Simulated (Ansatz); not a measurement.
Band-structure calculation of SiS2

SiS2 (Ibam, 6 atoms in the cell), computed with DFT r2SCAN, scalar-relativistic, plane waves, PAW, no spin polarisation (Ansatz 0.2.0).

The structure derives from an entry of the Crystallography Open Database. Figures and captions count atoms from 1; the log counts them from 0 in places.

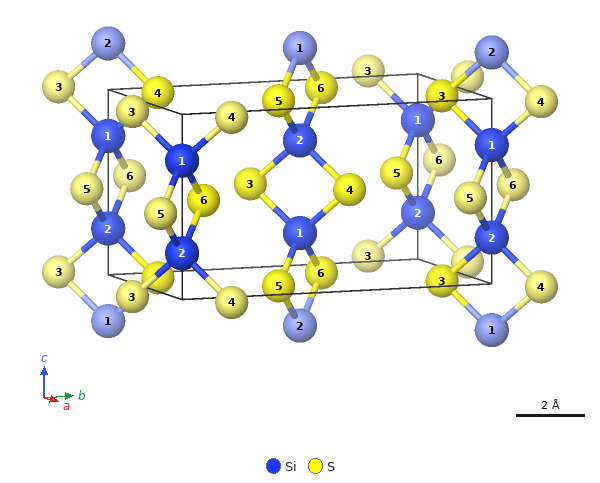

The structure as given in the input (ball-and-stick view of the cell 2 times as large as that of the calculation, set on its symmetry axes, seen at an oblique angle; neighbours outside the cell are drawn fainter; atoms are numbered from 1 in the order of the input). An atom can appear more than once, as a periodic image. Near neighbours in the periodic cell (some may lie outside the picture): Si has 4 S at 2.14 Å; S has 2 Si at 2.14 Å.

### Key numbers

- outcome: converged
- space group (tolerance 0.01 Å): Ibam (72)
- electrons treated: 32
- free energy: −4905.9479 eV
- Fermi energy: 3.253 eV
- gap on the k-point mesh: 3.44 eV
- gap on the band path: 3.39 eV
- pressure: −0.19 GPa
- largest force (length of the vector): 0.002 eV/Å
- hardware: 4 threads of Arm Neoverse V2, 24 GiB of memory available, shared host
- wall time: 36 s (CPU time 2.3 min)
- peak memory: 1.1 GiB

### The input
```yaml
crystal:
  lattice:
    - [-3.0318341203, 4.9450581849, 2.7784451076]
    - [3.0318341203, -4.9450581849, 2.7784451076]
    - [3.0318341203, 4.9450581849, -2.7784451076]
  atoms:
    - { symbol: Si, position: [0.75, 0.75, 0.0] }
    - { symbol: Si, position: [0.25, 0.25, 0.0] }
    - { symbol: S, position: [0.8852916911, 0.8090041898, 0.6942958809] }
    - { symbol: S, position: [0.1147083089, 0.1909958102, 0.3057041191] }
    - { symbol: S, position: [0.3852916911, 0.6909958102, 0.0762875013] }
    - { symbol: S, position: [0.6147083089, 0.3090041898, 0.9237124987] }
basis:
  ecutwfc: 500
  ecutrho_ratio: 4
kpoints:
  mp_grid: { grid: [6, 6, 6] }
  band_path:
    path:
      - [[0.0, 0.0, 0.0], [0.5, -0.5, 0.5], [0.34397408, -0.34397408, 0.65602592]]
      - [[-0.34397408, 0.34397408, 0.34397408], [0.0, 0.0, 0.0], [0.3289225, 0.3289225, -0.3289225]]
      - [[0.6710775, -0.3289225, 0.3289225], [0.5, -0.5, 0.5]]
      - [[0.0, 0.0, 0.0], [0.0, 0.5, 0.0], [0.25, 0.25, 0.25], [0.5, 0.0, 0.0], [0.0, 0.0, 0.0], [0.0, 0.0, 0.5], [0.25, 0.25, 0.25]]
    npoints: 14
hamiltonian:
  xc: r2scan
scf:
  occupations: { method: gaussian, width: 0.05 }
  n_extra_bands: 15
output:
  forces: true
  stress: true
  eigenvalues: true
  populations: true
  dos: { projected: true, de: 0.02, nscf_kmesh: { grid: [9, 9, 9] } }
  bader: true
  write_density: true
  write_potential: true
  elf: true
  volumetric_format: npy
```

Launch command:
```bash
ansatz run input.yaml --threads 4 --pin off --max-ram 7168MiB --backend cpu --events-out ev --progress --plain --runs-dir out
```

### What the program printed
```
scf.n_extra_bands = 15 over 16 filled bands (N_el = 32.0): the run solves 31 bands
Engine: ansatz 0.2.0, aarch64-unknown-linux-gnu
Pseudopotentials: kind: paw
Pseudopotential: Si, paw, valence charge 4, recommended cutoff 500 eV (meta_gga), Si.paw.azcp
Pseudopotential: S, paw, valence charge 6, recommended cutoff 500 eV (meta_gga), S.paw.azcp
Functional definition: r2SCAN
  parameter k0 = 0.174
  parameter k1 = 0.065
  parameter a1 = 4.9479
  exchange = r2scan_x(k0 = k0, k1 = k1, a1 = a1)
  correlation = r2scan_c
Crystal: 6 atoms, lattice volume = 166.624 Å³
Basis set: ecut = 500 eV, 4227 PW (Γ), exchange–correlation on 192×192×192 points (64 copies of the dense FFT grid, shifted against one another)
Bands: 31, of which v1, the nominal top of the filled ones, is band 16 counted from 1 (15 counted from 0)
Symmetry: 8 space group operations
Space group: Ibam (ITA 72), of the structure as read, at distance tolerance 5.5e-5 Å
k-points: 46 of 216
Non-local potential: Si, projectors of the file, l = 0: 2, l = 1: 2, l = 2: 2
Non-local potential: S, projectors of the file, l = 0: 2, l = 1: 2, l = 2: 2
PAW form: soft (Blöchl's): semilocal exchange-correlation on the pseudo side does not see the compensation charge
PAW frozen core: Si, regenerated for the run's functional (the file was generated under x = pbe(κ = 0.804, μ = 0.2195149727645171), c = pbe(β = 0.06672455060314922))
PAW frozen core: S, regenerated for the run's functional (the file was generated under x = pbe(κ = 0.804, μ = 0.2195149727645171), c = pbe(β = 0.06672455060314922))
PAW one-centre angular grid: Si, 302 points (default); XC on 160 Gauss nodes
PAW one-centre angular grid: S, 302 points (default); XC on 160 Gauss nodes
Initial density: superposition of atomic densities (neutral atoms: chi_scale 0, normalization atom), corrected by the library's trained network
Initial wavefunctions: pseudopotential atomic-orbital guess
Functional: x = r2scan, c = r2scan; τ floored in thin density (d = 2e-4 eV/Å³)
SCF iter   1: F=—  HF=-4905.894698 eV  |F-HF|=—  |Δ(HF+E_count)|=         —  Δρ=4.35e-3  dr2=5.15e-2  dr2_τ=1.01e-1  ethr=1.77e-3  ⟨swp⟩=6.8  Hψ=8752  notcnv=0  defer=86
preconditioner: auto → Resta (q_TF=auto, 2.072 Å⁻¹)  ε∞=2.6  [insulator: Δε(μ)=3.449 eV  Ē_g=12.886 eV  σ=0.050 eV  W_gap=1.00  n_scr=22 (ndim 8)  ℏωp=16.3 eV  f_vac=0.093  D(μ)=0.00/eV (n_scr^D=0)  ε∞_Penn≈2.6]
SCF iter   2: F=—  HF=-4905.951032 eV  |F-HF|=—  |Δ(HF+E_count)|=   5.63e-2  Δρ=2.63e-3  dr2=9.74e-3  dr2_τ=2.14e-4  ethr=1.61e-4  ⟨swp⟩=2.9  Hψ=2789  notcnv=0  defer=407
SCF iter   3: F=—  HF=-4905.948040 eV  |F-HF|=—  |Δ(HF+E_count)|=   2.99e-3  Δρ=6.27e-4  dr2=8.39e-4  dr2_τ=5.94e-5  ethr=3.04e-5  ⟨swp⟩=2.1  Hψ=1761  notcnv=0  defer=407
SCF iter   4: F=—  HF=-4905.947935 eV  |F-HF|=—  |Δ(HF+E_count)|=   1.05e-4  Δρ=1.32e-4  dr2=2.32e-5  dr2_τ=8.67e-7  ethr=2.62e-6  ⟨swp⟩=2.8  Hψ=1984  notcnv=0  defer=407
SCF iter   5: F=—  HF=-4905.947931 eV  |F-HF|=—  |Δ(HF+E_count)|=   4.23e-6  Δρ=3.54e-5  dr2=2.65e-6  dr2_τ=1.71e-7  ethr=7.25e-8  ⟨swp⟩=2.8  Hψ=1871  notcnv=0  defer=407
SCF iter   6: F=—  HF=-4905.947934 eV  |F-HF|=—  |Δ(HF+E_count)|=   2.40e-6  Δρ=8.50e-6  dr2=1.67e-7  dr2_τ=2.56e-9  ethr=8.28e-9  ⟨swp⟩=2.0  Hψ=1509  notcnv=0  defer=407
SCF iter   7: F=-4905.947934 eV  HF=-4905.947934 eV  |F-HF|=2.14e-9  |Δ(HF+E_count)|=   1.66e-7  Δρ=1.03e-6  dr2=2.27e-9  dr2_τ=4.05e-11  ethr=3.13e-10  ⟨swp⟩=16.4  Hψ=11767  notcnv=0
SCF 1 converged in 7 iterations: F = -4905.947934 eV  dr2 = 2.27e-9
  greatest PAW one-centre occupation: 0.883 electrons in one spin orbital (limit 2), on the S atom at site 5 (counted from 0), in its partial waves of l = 0
```

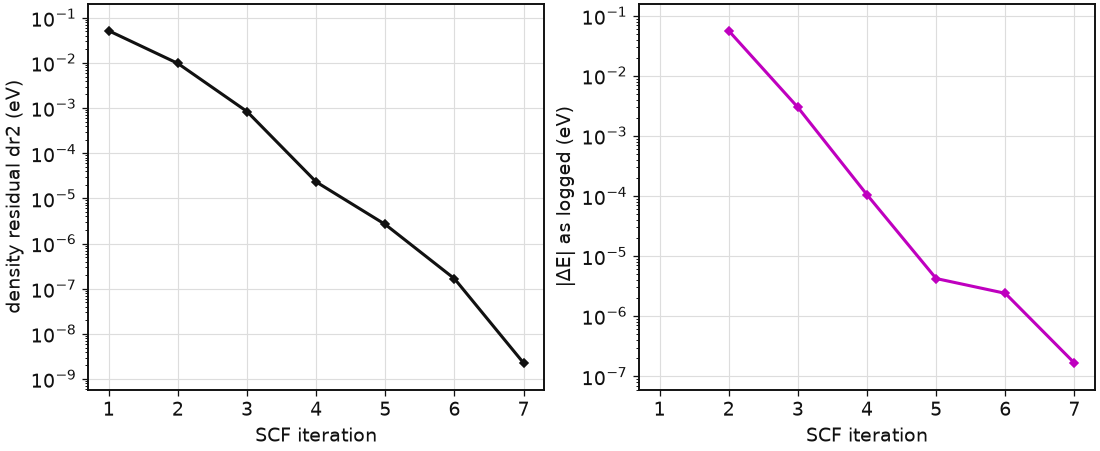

Convergence of the self-consistent field: density residual dr2 and size of the energy change against the SCF iteration. The residual falls at every step.

```
NSCF: frozen V_eff on 158 k-points
NSCF: frozen V_eff on 125 k-points
SCF converged after 7 iterations
Free energy (F): -4905.947934 eV
Harris-Foulkes:  -4905.947934 eV  (|F-HF|=2.14e-9)
Internal energy: -4905.947934 eV  (E = F + TS)
E sigma→0 (E₀):  -4905.947934 eV
Fermi energy:    3.252689 eV
--- Per-component energies (eV) ---
  E_band       = -131.006935
  E_kinetic    = 512.091468
  E_local      = -1007.035151  (includes V_loc(G=0)·N_el)
  E_nonlocal   = 160.630775
  E_hartree    = 342.853148
  E_xc         = -470.517697
  E_vxc        = -480.489059  (∫ρ·V_xc dr)
  E_paw        = -3476.863618  (= ΣΔE_a)
  E_vpaw       = -25.380572  (= ΣTr[D̂ρ^β])
  E_aug_tail   = 0.000012  (compensation charges beyond the density's cutoff)
  E_vtau       = 23.468608  (kinetic-family band-sum trace: ∫τ·v_τ [+ j·A + Jᵃ·Aᵃ] dr)
  E_ewald      = -966.514939
  E_core_change = -0.591933  (= ΣΔE_core)
  E_smearing   = -0.000000  (= −TS)
  E_closure    = -0.000000  (closes the sum)
  Σ components = -4905.947934   (vs F -4905.947934, Δ=0.00e0)
--- Forces (eV/Å), atoms counted from 1 ---
  atom   1  Si     0.00000000     0.00000000     0.00000000
  atom   2  Si     0.00000000     0.00000000     0.00000000
  atom   3  S     -0.00201184    -0.00075207     0.00000000
  atom   4  S      0.00201184     0.00075207    -0.00000000
  atom   5  S      0.00201184    -0.00075207     0.00000000
  atom   6  S     -0.00201184     0.00075207     0.00000000
  max |Σ_I F_I| component: 3.47e-18 eV/Å
--- Stress (GPa, compression-positive) ---
       -0.187759       0.000000       0.000000
        0.000000      -0.173011       0.000000
        0.000000       0.000000      -0.213442
  P = ⅓ Tr σ = -0.1914 GPa (-1.914 kbar)
--- Band table (eV; the first three rows and the last of 46) ---
  k-point 0: bands = ["-13.6244", "-11.5114", "-10.8995", "-10.8024", "-6.1885", "-4.3491", "-3.3315", "-2.3860", "-2.3250", "-1.2123", "-1.1599", "-0.2216", "-0.1563", "0.5694", "0.6961", "1.2528", "5.7936", "6.0983", "6.2111", "7.4220", "8.1094", "8.4836", "8.5500", "8.8885", "9.2148", "9.3986", "9.4088", "9.9829", "10.7980", "11.2729", "12.4407"]
  k-point 1: bands = ["-13.6078", "-11.5116", "-10.9205", "-10.8266", "-6.1961", "-4.2765", "-3.3137", "-2.3644", "-2.3026", "-1.2077", "-1.1150", "-0.1956", "-0.1512", "0.3284", "0.6326", "1.3264", "5.9924", "6.1829", "6.3646", "7.1813", "7.8724", "8.2569", "8.5388", "9.1185", "9.2259", "9.3050", "9.6291", "9.8479", "11.0486", "11.4527", "12.2802"]
  k-point 2: bands = ["-13.5736", "-11.5105", "-10.9813", "-10.8580", "-6.2108", "-4.1324", "-3.2524", "-2.3855", "-2.1846", "-1.2505", "-0.9415", "-0.2837", "-0.2286", "0.0297", "0.5492", "1.4601", "6.0599", "6.4936", "6.7521", "6.8078", "7.4866", "8.2594", "8.5783", "9.0885", "9.1208", "9.4431", "9.6598", "9.9789", "11.0131", "11.7123", "12.0168"]
  k-point 45: bands = ["-13.5245", "-11.5145", "-11.0289", "-10.9455", "-6.2825", "-3.9214", "-2.9610", "-2.1631", "-2.0481", "-0.8525", "-0.7339", "-0.5479", "-0.4136", "-0.3631", "0.0690", "1.4487", "5.0890", "6.1868", "6.4605", "7.0816", "7.0920", "8.2116", "8.3194", "8.5506", "9.0131", "9.3315", "10.1459", "11.3015", "11.4318", "12.5341", "12.9994"]
--- Löwdin populations: 6 sites ---
  site symbol       q [e]
     0     Si      3.1633
     1     Si      3.1633
     2      S      6.2705
     3      S      6.2705
     4      S      6.2705
     5      S      6.2705
  spilling = 0.018484 (of n_electrons = 32.000000)
--- Bader charges: 6 sites ---
  site symbol  charge [e]  shift [e]
     0     Si      2.7140     0.0186
     1     Si      2.7140     0.0186
     2      S     -1.3570     0.0093
     3      S     -1.3570     0.0093
     4      S     -1.3570     0.0093
     5      S     -1.3570     0.0093
  estimated error of the sums over rays = 4.6e-4 e
```

### File bader_charges.tsv
```
# site	symbol	x_ang	y_ang	z_ang	partial_charge_e	electrons	volume_ang3	relative_density_drop	shared_charge_e	partial_wave_shift_e
# quadrature_error_electrons = 4.6e-4
0	Si	0.0000	0.0000	4.1677	2.71400	11.28600	5.82	-	2.71400	0.01865
1	Si	0.0000	0.0000	1.3892	2.71402	11.28598	5.82	-	2.71402	0.01865
2	S	1.8737	3.8106	2.7784	-1.35700	17.35700	37.90	-	-1.35700	0.00932
3	S	1.1581	1.1345	0.0000	-1.35700	17.35700	37.90	-	-1.35700	0.00932
4	S	1.1581	-1.1345	2.7784	-1.35701	17.35701	37.90	-	-1.35701	0.00932
5	S	1.8737	6.0795	0.0000	-1.35700	17.35700	37.90	-	-1.35700	0.00932
```

### File populations.tsv
```
# site	symbol	l	j	q
# orbitals = lowdin
# n_electrons = 32.000000
# spilling = 0.018484
0	Si	0_3S	-	1.029510
0	Si	1_3P	-	2.133747
1	Si	0_3S	-	1.029510
1	Si	1_3P	-	2.133747
2	S	0_3S	-	1.718155
2	S	1_3P	-	4.552342
3	S	0_3S	-	1.718155
3	S	1_3P	-	4.552342
4	S	0_3S	-	1.718155
4	S	1_3P	-	4.552342
5	S	0_3S	-	1.718155
5	S	1_3P	-	4.552342
```

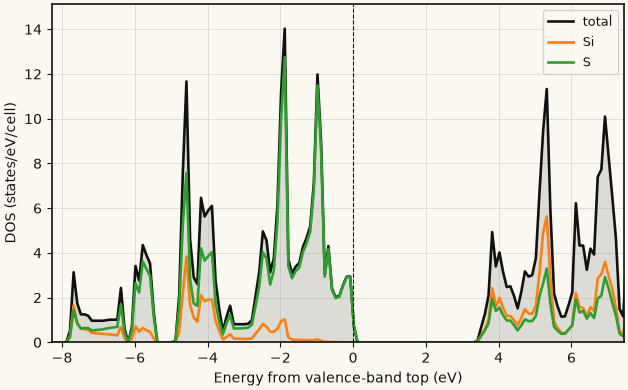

Density of states (projected on Löwdin-orthogonalised atomic shells), with energies from the valence-band top. There is a gap of 3.44 eV on the k-point mesh.

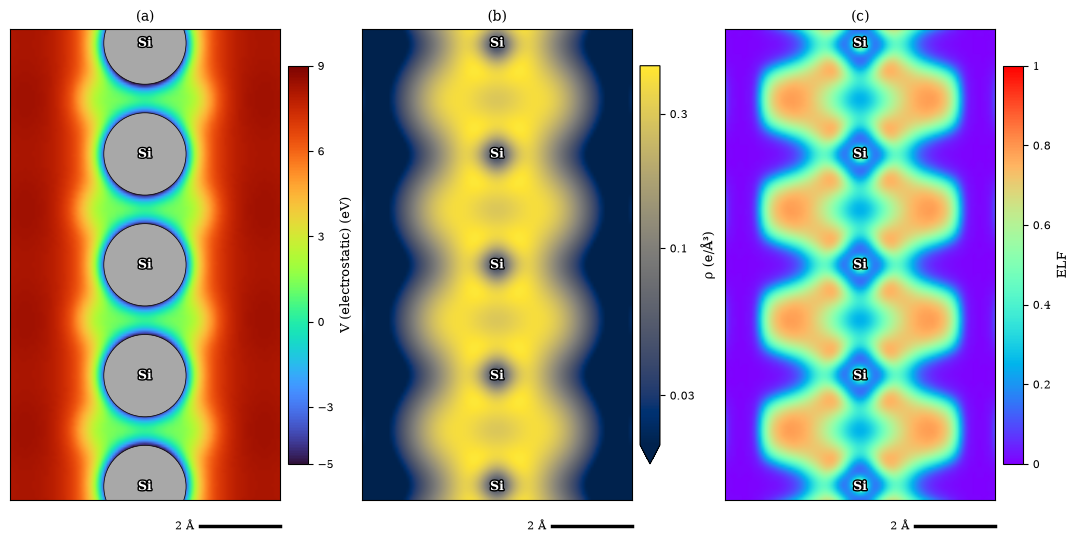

(a) electrostatic potential (local pseudopotential plus Hartree) felt by an electron; (b) valence charge density (pseudo); (c) electron localisation function on the (010) plane of the conventional cell. Grey discs, where drawn, cover atomic cores. Atoms in the plane: Si. Away from the nuclei the density in this plane falls to 0.006 e/Å³ at its lowest. Outside the cores the potential energy rises away from the atoms and is highest about 2.2 Å from the nearest atoms; outside the discs it spans about 13 eV, and its zero is arbitrary. In a PAW calculation such maps are meaningful between the atoms, not at the nuclei.

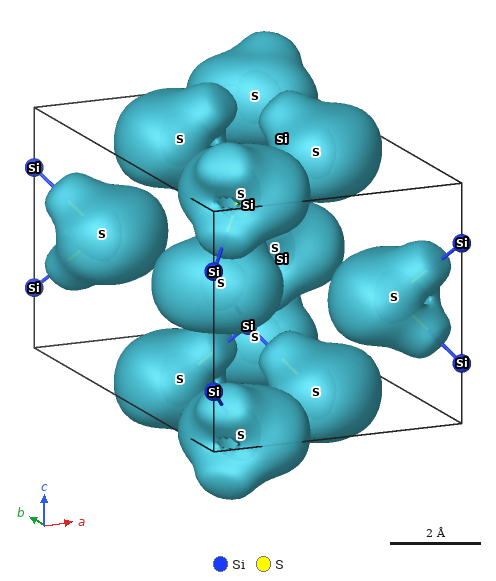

Isosurface of the ELF at 0.7 (cyan), seen slightly off an axis. Core shells and regions of very low density are left out. Sticks mark near contacts. The outline is the cell set on symmetry axes. Values along the shortest contacts: Si–S (2.14 Å): the ELF peaks at about 0.90 between the atoms (a covalent bond).
